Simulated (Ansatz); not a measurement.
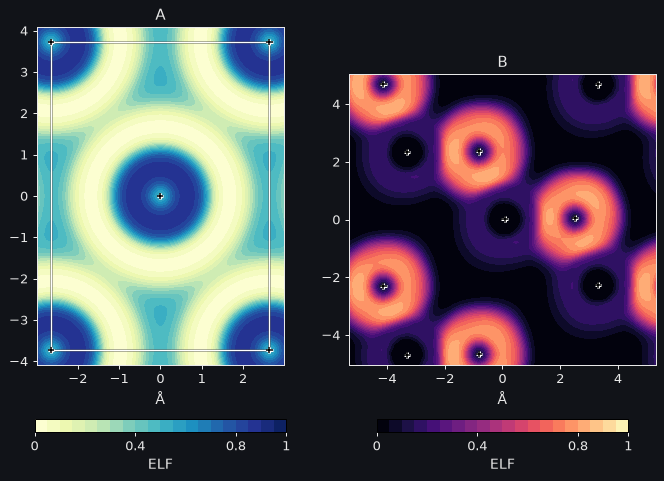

The electron localisation function of 2 systems, each on a plane through atoms (crosses mark nuclei in the plane).

Level of theory: DFT PBE, scalar-relativistic, plane waves, PAW in Ansatz.

System 1: K, the (11̄0) plane of the conventional cell. Space group Im-3m; computed without spin polarisation.

```
CELL_PARAMETERS angstrom
5.28185 0.00000 0.00000
0.00000 5.28185 0.00000
0.00000 0.00000 5.28185
ATOMIC_POSITIONS crystal
K 0.00000 0.00000 0.00000
K 0.50000 0.50000 0.50000
```

System 2: Zn₁₅Se₁₆ (cell with a defect), the (100) plane of the calculation cell. 

```xyz
31
Lattice="-5.7318 -5.7318 5.7318 5.7318 -5.7318 -5.7318 5.7318 5.7318 5.7318" Properties=species:S:1:pos:R:3 pbc="T T T"
Zn    5.6999   -0.0223    0.0358
Zn    0.0279   -2.8937    2.8378
Zn    2.8994   -0.0220    2.8377
Zn    0.0276   -2.8236    8.6273
Zn    2.8639   -2.8579    5.7329
Zn    0.0282   -5.6945    0.0360
Zn    5.6999   -2.8939   -2.8354
Zn    2.8638   -8.5899    0.0011
Zn    5.6996   -5.6941   -0.0343
Zn    8.5960   -2.8581    0.0009
Zn    0.0280   -0.0220   11.4300
Zn    2.8290   -0.0216    8.6277
Zn    2.8288   -5.6948    2.8381
Zn    5.7003   -2.8234    2.8378
Zn    2.8997   -5.6949   -2.8361
Se    4.2576   -4.2529   -1.3941
Se    1.4212   -7.1573    4.2998
Se    1.4695   -4.2533    1.3964
Se    4.2588   -1.4636    1.3964
Se    7.1626    1.4400    1.4429
Se    4.2972   -4.2915    4.2908
Se    7.1629   -1.4157    4.2995
Se    1.4310    1.4310    1.4343
Se   -1.4350   -4.3008    4.2999
Se    1.4306   -1.4247    4.2905
Se    4.3067    1.4406    4.2997
Se    1.4686   -1.4629   -1.3953
Se   -1.4345   -7.1568    1.4433
Se    4.2969   -7.1474    1.4340
Se    7.1531   -4.2910    1.4338
Se   -1.4250   -1.4256    1.4339
```

Match each panel to its system.

Panel A is system 1, K: the plane holds K. K–K (4.57 Å): the ELF is about 0.20 at the midpoint (no localised pair shows between them). Panel B is system 2, Zn₁₅Se₁₆: the plane holds Zn and Se. Zn–Se (2.45 Å): the ELF is about 0.60 at the midpoint.
